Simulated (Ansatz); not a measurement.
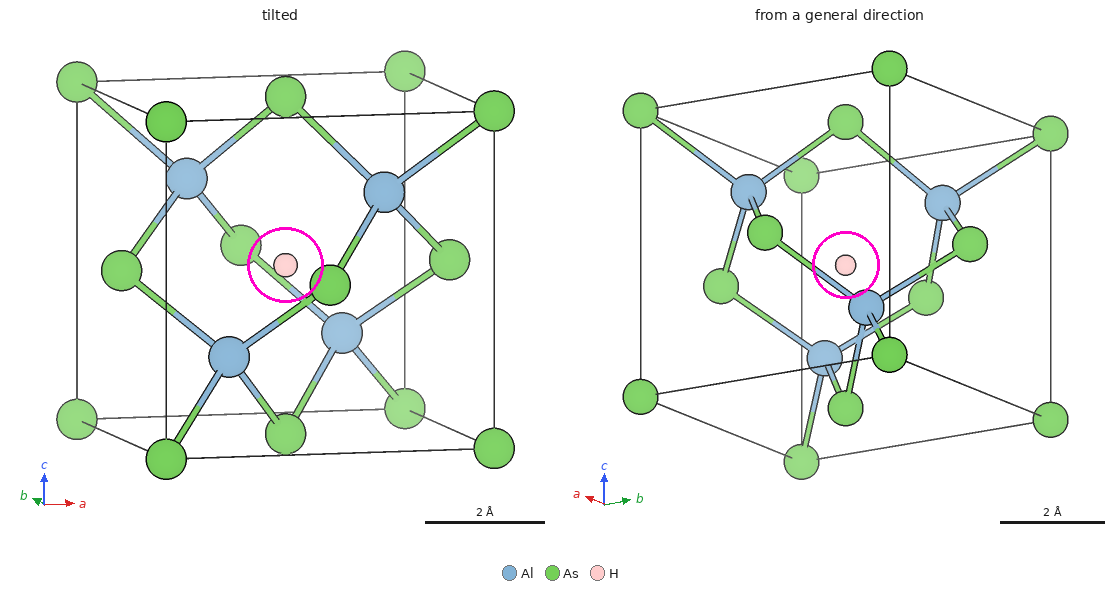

An orthographic ball-and-stick view of the structure, slightly off an axis and from a general direction. One supercell is framed, with atoms on its boundary repeated. The host is AlAs, in a cell of 8 sites, and the cell carries a charge of -1. A ring marks the defect's site.

> Name the defect and give its surroundings.

An interstitial hydrogen atom. It is bonded to no bonds drawn.

The atoms were relaxed in the host's cell with DFT PBE, scalar-relativistic, plane waves, PAW in Ansatz 0.2.0.
